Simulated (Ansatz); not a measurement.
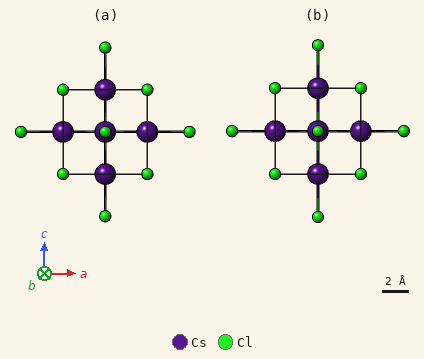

The structure of a crystal of Cs3Cl2 (a generated structure, set up in Pm-3m) before (left) and after (right) a relaxation, at one scale.

Style: ball-and-stick. Shown: the cell of the calculation, along the b axis.

Computed with DFT PBE, scalar-relativistic, plane waves, PAW (Ansatz). Settings: plane-wave cutoff 420 eV; k-point mesh 6 × 6 × 6; occupations gaussian; smearing width 0.1 eV; no spin polarisation; cell and atoms relaxed; force threshold 0.01 eV/Å; at most 80 steps.

**Describe what moved and what it gained.**

After 2 accepted moves (3 points after the start) the energy has fallen by 4.4 meV per atom. All forces vanish by symmetry, so only the cell relaxes. The pressure goes from 0.42 to 0.03 GPa. At 1 point the geometry stayed and the basis and grid were re-selected for the new cell (energy shift of less than 0.05 meV per atom at most each time). No atom moves by more than 0.005 Å relative to the cell. Cell: a = b = c 6.665 → 6.788 Å (+1.8 %). Volume +5.6 %. Among the contacts that change: Cl–Cs 3.333 → 3.394 Å. The space group stays Pm-3m (No. 221). The run took 29 s on 1 thread of Intel(R) Xeon(R) 6975P-C (Granite Rapids), with other jobs on the host, peak memory 0.59 GiB.
